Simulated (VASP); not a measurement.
## C: Born-charge calculation (part 2 of 2)

Continued. System: C (2 atoms in the cell). Method: Kohn-Sham DFT of a periodic cell, PBE, VASP PAW PBE potentials, recommended, no spin polarisation (VASP 6.6.1); cutoff 200 eV, 14×14×14 k-mesh, Gaussian smearing of 0.02 eV. The structure derives from an entry of the Crystallography Open Database.

Geometry of the input (Å; fractional positions):
```
-0.0000  1.6679  1.6679
1.6679  -0.0000  1.6679
1.6679  1.6679  0.0000
C  0.0000  0.0000  0.0000
C  0.2500  0.2500  0.2500
```

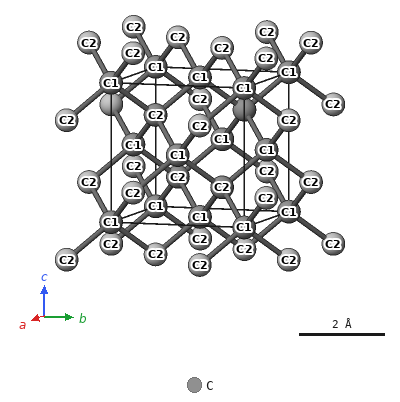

*The structure (ball-and-stick view of the cell 4 times as large as that of the calculation, set on its symmetry axes, seen slightly off an axis; neighbours outside the cell are drawn fainter; atoms are numbered from 1 in the order of the input).*

Parts of OUTCAR, continued
```
 k-point     5 :       0.2857    0.0000    0.0000
  band No.  band energies     occupation
      1      -9.1028      2.00000
      2       4.1003      2.00000
      3      10.9739      2.00000
      4      10.9740      2.00000
      5      22.5455      0.00000
      6      22.5455      0.00000
      7      23.5708      0.00000
      8      31.6746      0.00000

 [... the levels of 18 k-points are left out ...]

 k-point    24 :       0.2857    0.1429    0.0000
  band No.  band energies     occupation
      1      -9.3102      2.00000
      2       6.2821      2.00000
      3       9.3477      2.00000
      4      10.3737      2.00000
      5      19.9343      0.00000
      6      25.3997      0.00000
      7      25.5330      0.00000
      8      27.5082      0.00000

 [... further k-points ...]

  FORCE on cell =-STRESS in cart. coord.  units (eV):
  Direction    XX          YY          ZZ          XY          YZ          ZX
  --------------------------------------------------------------------------------------
  -------------------------------------------------------------------------------------
  Total       -0.4206571     -0.4206571     -0.4206571      0.0000000      0.0000000      0.0000000
  in kB      -72.6289739    -72.6289739    -72.6289739      0.0000000      0.0000000      0.0000000
  external PRESSURE =     -72.6289739 kB  Pullay stress =       0.0000000 kB

 VOLUME and BASIS-vectors are now :
 -----------------------------------------------------------------------------
  energy-cutoff  :      200.00
  volume of cell :        9.28
      direct lattice vectors                 reciprocal lattice vectors
     0.000000000  1.667885705  1.667885705    -0.299780733  0.299780733  0.299780733
     1.667885705  0.000000000  1.667885705     0.299780733 -0.299780733  0.299780733
     1.667885705  1.667885705  0.000000000     0.299780733  0.299780733 -0.299780733

 POSITION                                       TOTAL-FORCE (eV/Angst)
 -----------------------------------------------------------------------------------
      0.00000      0.00000      0.00000         0.000000      0.000000      0.000000
      0.83394      0.83394      0.83394        -0.000000     -0.000000     -0.000000
 -----------------------------------------------------------------------------------
    total drift:                                0.000000      0.000000      0.000000

  FREE ENERGIE OF THE ION-ELECTRON SYSTEM (eV)
  ---------------------------------------------------
  free  energy   TOTEN  =       -16.7031149968 eV

  energy  without entropy=      -16.7031149968  energy(sigma->0) =      -16.70311500

 HEAD OF MICROSCOPIC STATIC DIELECTRIC TENSOR (INDEPENDENT PARTICLE, excluding Hartree and local field effects)
 ------------------------------------------------------
           5.856310    -0.000000     0.000000
          -0.000000     5.856310    -0.000000
           0.000000    -0.000000     5.856310
 ------------------------------------------------------

 Free energy of the ion-electron system (eV)
  ---------------------------------------------------
  ---------------------------------------------------
  free energy    TOTEN  =        -0.12878450 eV

  energy without entropy =       -0.12878450

------------------------ aborting loop because EDIFF is reached ----------------------------------------

--------------------------------------- Ionic step        2  -------------------------------------------

------------------------ aborting loop because EDIFF is reached ----------------------------------------

--------------------------------------- Ionic step        3  -------------------------------------------

------------------------ aborting loop because EDIFF is reached ----------------------------------------

 PIEZOELECTRIC TENSOR FIELD DIRECTION 3  (e Angst)
 -----------------------------------------------------------------------------
    -0.00008  0.00000  0.00000           ( -0.00000  0.00000  0.00000)
     0.00000 -0.00008  0.00000           (  0.00000 -0.00000  0.00000)
     0.00000  0.00000 -0.00009           (  0.00000  0.00000 -0.00001)

 PIEZOELECTRIC TENSOR FIELD DIRECTION 3  (C/m^2)
 -----------------------------------------------------------------------------
    -0.00014  0.00000  0.00000
     0.00000 -0.00014  0.00000
     0.00000  0.00000 -0.00015

--------------------------------------- Ionic step        4  -------------------------------------------

 Free energy of the ion-electron system (eV)
  ---------------------------------------------------
  ---------------------------------------------------
  free energy    TOTEN  =        -0.10122046 eV

  energy without entropy =       -0.10122046

------------------------ aborting loop because EDIFF is reached ----------------------------------------

 INTERNAL STRAIN TENSOR  FOR ION    1  DIRECTION 1   (eV/Angst):
 -----------------------------------------------------------------------------
     0.00487  0.00000  0.00000
     0.00000 -0.00235 10.89691
     0.00000 10.89691 -0.00235

 MACROSCOPIC STATIC DIELECTRIC TENSOR (including local field effects in DFT)
 ------------------------------------------------------
           5.743539     0.000000    -0.000000
           0.000000     5.743539     0.000000
          -0.000000     0.000000     5.743539
 ------------------------------------------------------

 PIEZOELECTRIC TENSOR (including local field effects)  for field in x, y, z        (e  Angst)
          XX          YY          ZZ          XY          YZ          ZX
  --------------------------------------------------------------------------------
  x    -0.00000    -0.00000    -0.00000     0.00000     0.00000     0.00000
  y     0.00000     0.00000     0.00000     0.00000     0.00000     0.00000
  z     0.00000     0.00000     0.00000     0.00000     0.00000     0.00000

 PIEZOELECTRIC TENSOR (including local field effects)  for field in x, y, z        (C/m^2)
          XX          YY          ZZ          XY          YZ          ZX
  --------------------------------------------------------------------------------
  x    -0.00000    -0.00000    -0.00000     0.00000     0.00000     0.00000
  y     0.00000     0.00000     0.00000     0.00000     0.00000     0.00000
  z     0.00000     0.00000     0.00000     0.00000     0.00000     0.00000

 BORN EFFECTIVE CHARGES (including local field effects) (in |e|, cummulative output)
 ---------------------------------------------------------------------------------
 ion    1
    1     0.00000    -0.00000     0.00000
    2     0.00000    -0.00000    -0.00000
    3    -0.00000    -0.00000    -0.00000
 ion    2
    1    -0.00000     0.00000    -0.00000
    2    -0.00000     0.00000     0.00000
    3     0.00000     0.00000     0.00000

 INTERNAL STRAIN TENSOR FOR ION    2 for displacements in x,y,z  (eV/Angst):
          X           Y           Z          XY          YZ          ZX
  --------------------------------------------------------------------------------
  x    -0.00000     0.00000     0.00000     0.00000   -10.89691     0.00000
  y    -0.00000     0.00000    -0.00000     0.00000     0.00000   -10.89691
  z     0.00000     0.00000    -0.00000   -10.89691     0.00000     0.00000

 SECOND DERIVATIVES (NOT SYMMETRIZED)
 ------------------------------------
               1X          1Y          1Z          2X          2Y          2Z
  1X   -43.957662    0.000000    0.000000   43.957662    0.000000    0.000000
  1Y     0.000000  -43.957662    0.000000    0.000000   43.957662    0.000000
  1Z     0.000000    0.000000  -43.957662    0.000000    0.000000   43.957662
  2X    43.957662    0.000000    0.000000  -43.957662    0.000000    0.000000
  2Y     0.000000   43.957662    0.000000    0.000000  -43.957662    0.000000
  2Z     0.000000    0.000000   43.957662    0.000000    0.000000  -43.957662

 Eigenvectors and eigenvalues of the dynamical matrix
 ----------------------------------------------------

   1 f  =   42.295429 THz   265.750016 2PiTHz 1410.823639 cm-1   174.919759 meV
             X         Y         Z           dx          dy          dz
      0.000000  0.000000  0.000000     0.000000   -0.707107    0.000000
      0.833943  0.833943  0.833943     0.000000    0.707107    0.000000

   2 f  =   42.295429 THz   265.750016 2PiTHz 1410.823639 cm-1   174.919759 meV
             X         Y         Z           dx          dy          dz
      0.000000  0.000000  0.000000    -0.707107    0.000000    0.000000
      0.833943  0.833943  0.833943     0.707107    0.000000    0.000000

   3 f  =   42.295429 THz   265.750016 2PiTHz 1410.823639 cm-1   174.919759 meV
             X         Y         Z           dx          dy          dz
      0.000000  0.000000  0.000000     0.000000    0.000000   -0.707107
      0.833943  0.833943  0.833943     0.000000    0.000000    0.707107

   4 f  =    0.000000 THz     0.000000 2PiTHz    0.000000 cm-1     0.000000 meV
             X         Y         Z           dx          dy          dz
      0.000000  0.000000  0.000000     0.707107    0.000000    0.000000
      0.833943  0.833943  0.833943     0.707107    0.000000    0.000000

   5 f  =    0.000000 THz     0.000000 2PiTHz    0.000000 cm-1     0.000000 meV
             X         Y         Z           dx          dy          dz
      0.000000  0.000000  0.000000     0.000000    0.707107    0.000000
      0.833943  0.833943  0.833943     0.000000    0.707107    0.000000

   6 f  =    0.000000 THz     0.000000 2PiTHz    0.000000 cm-1     0.000000 meV
             X         Y         Z           dx          dy          dz
      0.000000  0.000000  0.000000     0.000000    0.000000    0.707107
      0.833943  0.833943  0.833943     0.000000    0.000000    0.707107

--------------------------------------------------------------------------------------------------------

 MACROSCOPIC STATIC DIELECTRIC TENSOR IONIC CONTRIBUTION
 ------------------------------------------------------
           0.000000     0.000000    -0.000000
           0.000000     0.000000     0.000000
          -0.000000     0.000000     0.000000
 ------------------------------------------------------

 ELASTIC MODULI CONTR FROM IONIC RELAXATION (kBar)
 Direction    XX          YY          ZZ          XY          YZ          ZX
 --------------------------------------------------------------------------------
 XX          -0.0000      0.0000      0.0000      0.0000     -0.0000     -0.0000
 YY           0.0000     -0.0000      0.0000      0.0000      0.0000      0.0000
 ZZ           0.0000      0.0000     -0.0000     -0.0000      0.0000     -0.0000
 XY           0.0000      0.0000     -0.0000   -466.3953      0.0000      0.0000
 YZ          -0.0000      0.0000      0.0000      0.0000   -466.3953      0.0000
 ZX          -0.0000      0.0000     -0.0000      0.0000      0.0000   -466.3953
 --------------------------------------------------------------------------------

 PIEZOELECTRIC TENSOR IONIC CONTR  for field in x, y, z        (C/m^2)
          XX          YY          ZZ          XY          YZ          ZX
  --------------------------------------------------------------------------------
  x     0.00000    -0.00000    -0.00000     0.00000     0.00000    -0.00000
  y    -0.00000     0.00000    -0.00000    -0.00000     0.00000    -0.00000
  z     0.00000     0.00000    -0.00000    -0.00000    -0.00000    -0.00000
```

CONTCAR
```
C
   1.00000000000000
     0.0000000000000000    1.6678857050000000    1.6678857050000000
     1.6678857050000000    0.0000000000000000    1.6678857050000000
     1.6678857050000000    1.6678857050000000    0.0000000000000000
  C
     2
Direct
     0.0000000000000000    0.0000000000000000    0.0000000000000000
     0.2500000000000000    0.2500000000000000    0.2500000000000000

  0.00000000E+00  0.00000000E+00  0.00000000E+00
  0.00000000E+00  0.00000000E+00  0.00000000E+00
```

Results in brief

```json
{"quantity": "outcome", "value": "converged"}
{"quantity": "space group (tolerance 0.01 Å)", "value": "Fd-3m (227)"}
{"quantity": "electrons treated", "value": "8"}
{"quantity": "Fermi energy of the self-consistent step", "value": "13.617 eV"}
{"quantity": "gap on the k-point mesh", "value": "4.24 eV"}
{"quantity": "ε∞ (xx, yy, zz)", "value": "5.74, 5.74, 5.74"}
{"quantity": "hardware", "value": "1 thread of Intel Xeon (Granite Rapids), 64 GiB of memory available, shared host"}
{"quantity": "wall time", "value": "12 s"}
{"quantity": "peak memory", "value": "0.13 GiB"}
```
